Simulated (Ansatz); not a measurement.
System: CaO, space group I4/mcm (No. 140) (cell built by us, not taken from a database).

Starting cell:
```
CELL_PARAMETERS angstrom
-3.96924 3.96924 2.38561
3.96924 -3.96924 2.38561
3.96924 3.96924 -2.38561
ATOMIC_POSITIONS crystal
Ca 0.85227 0.35227 0.20454
Ca 0.14773 0.64773 0.79546
Ca 0.35227 0.14773 0.50000
Ca 0.64773 0.85227 0.50000
O 0.85338 0.64662 0.50000
O 0.14662 0.35338 0.50000
O 0.35338 0.85338 0.20676
O 0.64662 0.14662 0.79324
```

Calculation (Ansatz 0.2.0): elastic stress-strain coefficients at zero temperature from small strains of the given cell, Voigt order xx yy zz yz xz xy, Cartesian axes of the cell vectors; plane waves with PAW datasets, Γ-centred k mesh. Level: PBE, no spin polarisation.

- wave cutoff: 420 eV
- k mesh: 8×8×8
- occupations: fixed
- ions: relaxed
- strain amplitude: 0.002

Describe the result: the Young's modulus as a surface whose radius and colour give its value in each direction.

Over all directions E runs from 14.4 to 148.8 GPa, a ratio of 10, a strong anisotropy. E is 14.4 GPa along x, 14.4 GPa along y and 148.8 GPa along z, and 114.0 GPa along the body diagonal x + y + z. The Hill averages are K = 74.5 GPa and G = 27.6 GPa, Poisson's ratio 0.34; K/G = 2.70.

Stiffness matrix C (GPa), Voigt order:
```tsv
	xx	yy	zz	yz	xz	xy
xx	87.5	79.9	42.7	0.0	0.0	0.0
yy	79.9	87.5	42.7	0.0	0.0	0.0
zz	42.7	42.7	170.6	0.0	0.0	0.0
yz	0.0	0.0	0.0	54.0	0.0	0.0
xz	0.0	0.0	0.0	0.0	54.0	0.0
xy	0.0	0.0	0.0	0.0	0.0	35.3
```

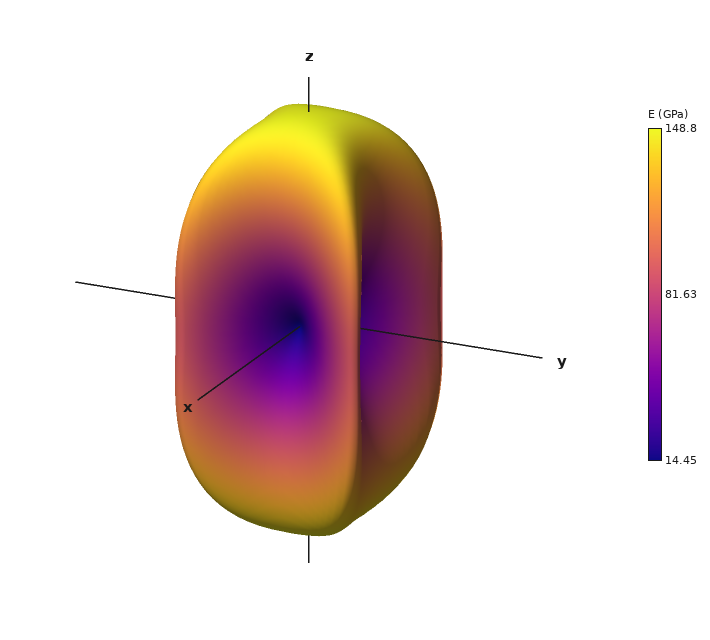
